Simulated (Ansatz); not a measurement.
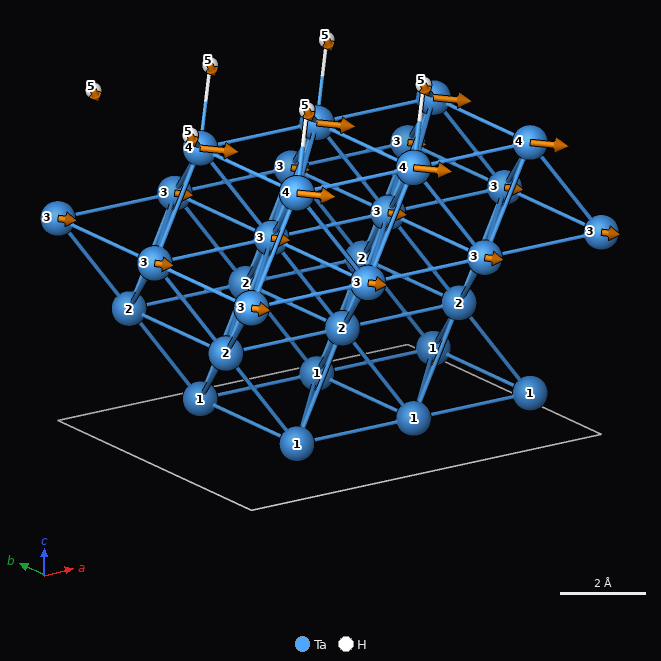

A constrained relaxation of a slab of composition Ta$_{4}$H (cut from the Fm-3m phase). The starting structure is drawn; orange arrows show the displacements, at their true length.

The picture is a ball-and-stick view of the 3 × 2 repeat of the cell, outlined in the plane, without the vacuum, seen from a free direction.

Case: H put at a bridge Ta-Ta site. The slab is the (1 1 1) face of Ta with H on it. 2 atoms are held fixed.

These are results of DFT PBEsol, scalar-relativistic, plane waves, PAW in Ansatz, not measurements. Settings: plane-wave cutoff 420 eV; k-point mesh 12 × 12 × 1; occupations gaussian; smearing width 0.1 eV; no spin polarisation; dipole correction; atoms relaxed in a fixed cell; force threshold 0.03 eV/Å; at most 70 steps.

Question: Atoms of which element are displaced furthest, and by how much?

Answer: Tantalum: up to 0.96 Å, against 0.35 Å for hydrogen.

Question: Describe the change and its energy.

Answer: The energy falls by 0.530 eV per cell of the calculation in 10 accepted moves (11 points after the start). Largest force component: 0.98 eV/Å at the start, 0.0048 eV/Å at the end. The line search rejected the trial step at point 1 of the run. The atom that moves furthest is Ta4 (0.96 Å within the plane). By element the largest moves are Ta 0.96 Å, H 0.35 Å. The lattice vectors keep their values. Some distances before and after: Ta4–H5 2.906 → 2.025 Å, Ta2–Ta3 2.951 → 2.685 Å, Ta3–Ta4 2.942 → 2.703 Å, Ta3–Ta4 (another image) 2.942 → 3.121 Å. New bonds form, among them: Ta4–H5 (2.91 → 2.03 Å). Cost: 3.1 min on 2 threads of Arm Neoverse V1 (shared host), peak memory 0.54 GiB.

Limits of the set-up: the periodic images lie only 3.0 Å apart, so the values are limited by the cell's size.
